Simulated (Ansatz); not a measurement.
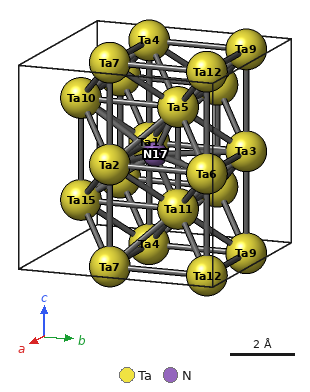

Starting structure of a defect cell of composition Ta₁₆N. The picture is a ball-and-stick view of the cell of the calculation (origin shifted), seen slightly off an axis.

Case: N interstitial, charge +0, atoms relaxed. The atoms of the start lie slightly off their symmetric places, so part of the fall in energy undoes that.

These are results of DFT PBE, scalar-relativistic, plane waves, PAW in Ansatz 0.2.0, not measurements.

The input:
```yaml
crystal:
  lattice:
    - [6.6381247818, 0.0, 0.0]
    - [0.0, 6.6381247818, 0.0]
    - [0.0, 0.0, 6.6381247818]
  atoms:
    - { symbol: Ta, position: [0.0, 0.0, 0.0] }
    - { symbol: Ta, position: [0.5, 0.0, 0.0] }
    - { symbol: Ta, position: [0.0, 0.5, 0.0] }
    - { symbol: Ta, position: [0.0, 0.0, 0.5] }
    - { symbol: Ta, position: [0.25, 0.25, 0.25] }
    - { symbol: Ta, position: [0.5, 0.5, 0.0] }
    - { symbol: Ta, position: [0.5, 0.0, 0.5] }
    - { symbol: Ta, position: [0.75, 0.25, 0.25] }
    - { symbol: Ta, position: [0.0, 0.5, 0.5] }
    - { symbol: Ta, position: [0.25, 0.75, 0.25] }
    - { symbol: Ta, position: [0.25, 0.25, 0.75] }
    - { symbol: Ta, position: [0.5, 0.5, 0.5] }
    - { symbol: Ta, position: [0.75, 0.75, 0.25] }
    - { symbol: Ta, position: [0.75, 0.25, 0.75] }
    - { symbol: Ta, position: [0.25, 0.75, 0.75] }
    - { symbol: Ta, position: [0.75, 0.75, 0.75] }
    - { symbol: "N", position: [0.231384659, 0.1236869758, 0.0039897621] }
basis:
  ecutwfc: 420
  xc_grid: 2
kpoints:
  mp_grid: { grid: [4, 4, 4], shift: [0.5, 0.5, 0.5] }
hamiltonian:
  xc: pbe
scf:
  occupations: { method: gaussian, width: 0.1 }
output:
  forces: true
  stress: false
  eigenvalues: true
  write_density: true
  write_potential: true
  elf: true
  volumetric_format: npy
relax:
  adjacent_minimum: "off"
  f_tol: 0.02
  max_steps: 60
```

Launched with:
```bash
ansatz run input.yaml --threads 4 --pin off --max-ram 10240MiB --backend cpu --events-out ev --progress --plain --runs-dir out
```

Q: What does the optimiser find from here?

A: Over 8 accepted moves (9 points after the start) the energy falls by 3.066 eV per cell of the calculation. Largest force component: 8.4 eV/Å at the start, 0.0085 eV/Å at the end. 1 step only repeated the SCF at the same geometry. N17 moves most: 0.78 Å roughly along −b. By element the largest moves are N 0.78 Å, Ta 0.31 Å. The lattice vectors keep their values. Some distances before and after: Ta3–N17 2.933 → 3.714 Å, Ta15–N17 3.002 → 2.270 Å, Ta10–N17 2.972 → 2.270 Å, Ta6–N17 3.069 → 3.714 Å. Bond angles that change, for instance: Ta1–N17–Ta2 127.1° → 180.0°, Ta5–N17–Ta11 125.9° → 90.0°, Ta10–N17–Ta11 149.2° → 180.0°. Cost: 13 min on 4 threads of Intel(R) Xeon(R) Processor @ 2.50GHz (Skylake/Cascade Lake) (shared host), peak memory 1.6 GiB.

The end point in the same view:

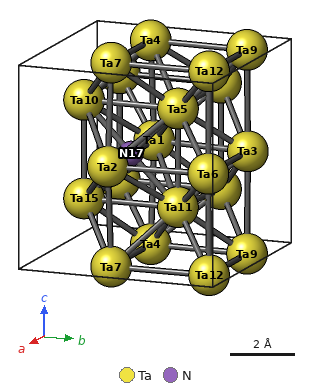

Limits of the set-up: the cell has an odd number of electrons but was run without spin polarisation; the periodic images lie only 6.6 Å apart, so the values are limited by the cell's size.
